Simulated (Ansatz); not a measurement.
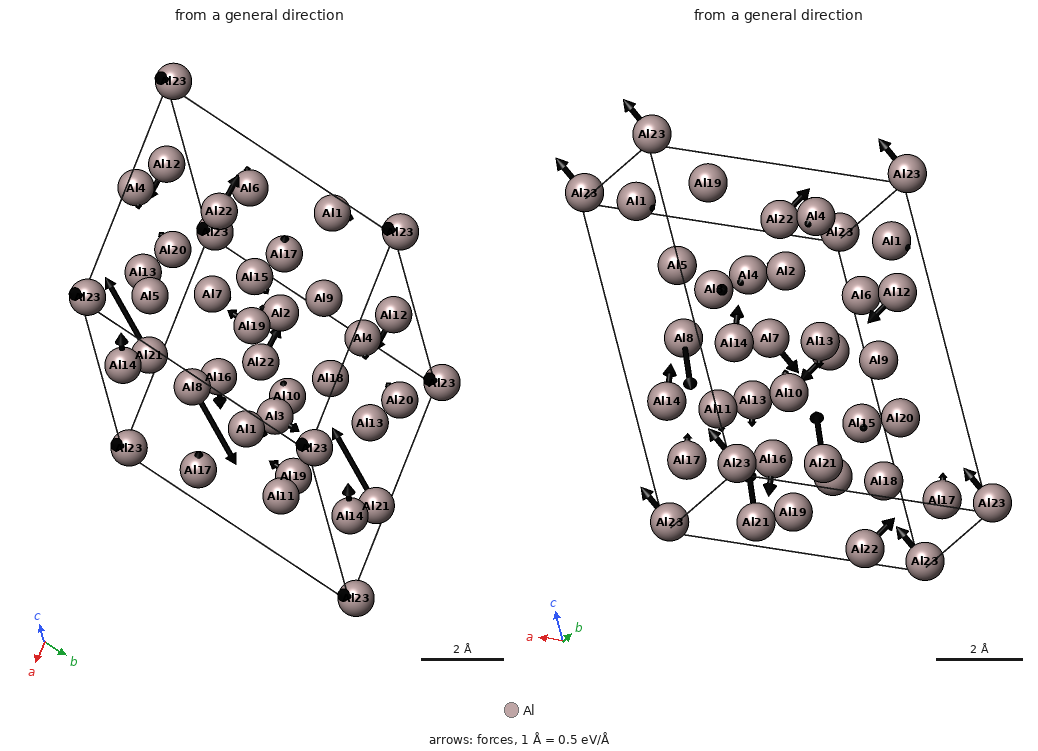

A spheres-only rendering, viewed from two general directions. The simulation cell is outlined; an atom on or near a face, edge or corner is repeated at each equivalent position. The arrows are the computed forces on the atoms.

System: Al. All computed values are from DFT PBE, scalar-relativistic, plane waves, PAW in Ansatz 0.2.0. Settings: a kinetic-energy cutoff of 420 eV, a 4×4×4 grid in reciprocal space, Gaussian smearing of 0.1 eV, no spin polarisation.

Has this structure been optimised to equilibrium?

Answer. No. The atoms still feel forces of up to about 0.89 eV/Å, far above a usual threshold of 0.01 to 0.03 eV/Å.

Which atom feels the largest force?

Answer. Al8 and Al21, about 0.89 eV/Å.

The model was built from a structure listed in the Materials Project. The cell was then strained or its atoms displaced on purpose. It was run through Ansatz as a DFT input.
